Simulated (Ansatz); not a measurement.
**Geometry relaxation of TiB (part 3 of 3)**

TiB (F-43m, 2 atoms in the cell); DFT, PBEsol, PAW with Ansatz's default frozen-core files, scalar-relativistic, no spin polarisation (Ansatz 0.2.0); cutoff 420 eV, 17×17×17 k-mesh, Fermi–Dirac smearing of 0.05 eV. The structure derives from an entry of the Crystallography Open Database. It belongs to a series of runs on one base structure; here: cell and atoms relaxed, PAW files.

Geometry of the input (Å; fractional positions):
```
0.0000  2.1010  2.1010
2.1010  0.0000  2.1010
2.1010  2.1010  0.0000
Ti 0.2500  0.2500  0.2500
B  0.0000  0.0000  0.0000
```

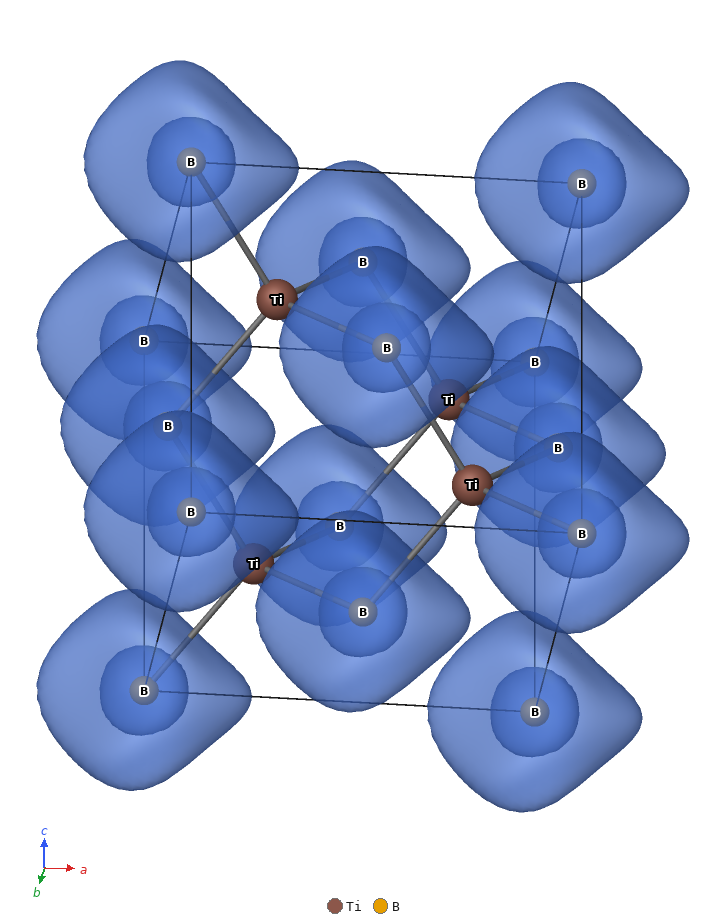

Figure 1. Isosurface of the electron localisation function at 0.6 (blue), seen at an oblique angle. Core shells and regions of very low density are left out. Sticks mark near contacts. The outline is the cell set on symmetry axes. Profiles from the grid: Ti–B (2.12 Å): the ELF is about 0.35 at the midpoint.
